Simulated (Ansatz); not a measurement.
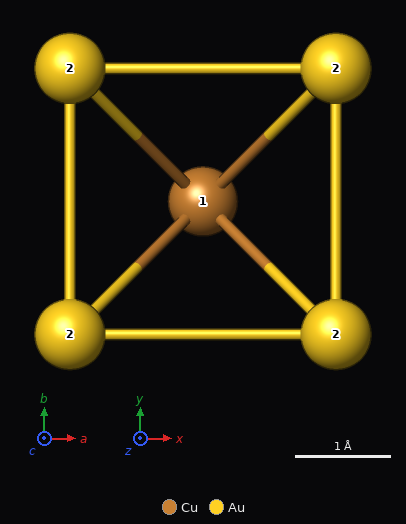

A crystal of CuAu (P4/mmm): the cell is strained equally along x and y and separately along z, with the atoms kept at their fractional coordinates. x, y and z are the Cartesian axes of the input. The picture shows the reference cell. The picture is a ball-and-stick view of the cell of the calculation, seen along the c axis.

These are results of DFT PBE, scalar-relativistic, plane waves, PAW in Ansatz, not measurements. Settings: plane-wave cutoff 420 eV; k-point mesh 18 × 18 × 14; occupations gaussian; smearing width 0.15 eV; no spin polarisation. Energies (free energies at the smearing named) are counted from the cell as listed in its source, which wasn't relaxed.

The input:
```yaml
crystal:
  lattice:
    - [2.8, 0.0, 0.0]
    - [0.0, 2.8, 0.0]
    - [0.0, 0.0, 3.67]
  atoms:
    - { symbol: Cu, position: [0.5, 0.5, 0.5] }
    - { symbol: Au, position: [0.0, 0.0, 0.0] }
basis:
  ecutwfc: 420
kpoints:
  mp_grid: { grid: [18, 18, 14] }
hamiltonian:
  xc: pbe
scf:
  occupations: { method: gaussian, width: 0.15 }
output:
  forces: true
  stress: true
  eigenvalues: true
  write_density: true
  write_potential: true
  elf: true
  volumetric_format: npy
```

Launched with:
```bash
ansatz run input.yaml --threads 1 --pin off --max-ram 2560MiB --backend cpu --events-out ev --progress --plain --runs-dir out
```

### Predict the energy profile on a grid with rows −0.030, −0.015, 0.000, 0.015, 0.030 and columns −0.030, −0.015, 0.000, 0.015, 0.030 (strain along x and y; strain along z).

Rows: strain along x and y; columns: strain along z; values in meV/atom.

```tsv
	−0.030	−0.015	0.000	0.015	0.030
−0.030	126.0	96.0	71.4	52.0	37.2
−0.015	65.7	44.0	27.0	14.4	5.9
0.000	24.2	10.0	0.0	−6.2	−8.9
0.015	−1.0	−8.4	−12.2	−12.6	−10.0
0.030	−11.9	−13.4	−11.7	−6.9	0.5
```

In pairs of (strain along x and y; strain along z): the lowest computed point lies at (0.030, −0.015) (−13.4 meV/atom), the highest at (−0.030, −0.030) (126.0 meV/atom). It lies on the edge of the grid, so the true minimum may be outside the range scanned. The pressure runs from −5.7 GPa at (0.030, 0.030) to 27.2 GPa at (−0.030, −0.030).

As a map, interpolated between the computed points (dots):

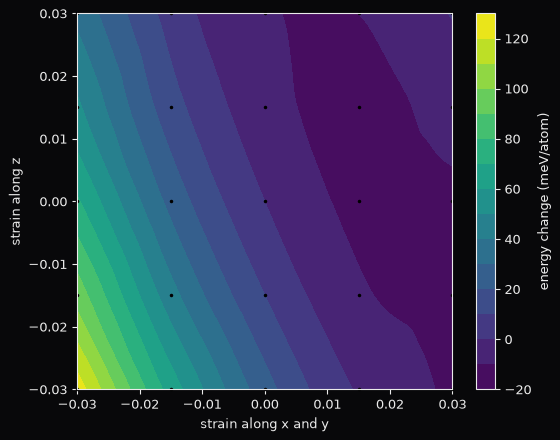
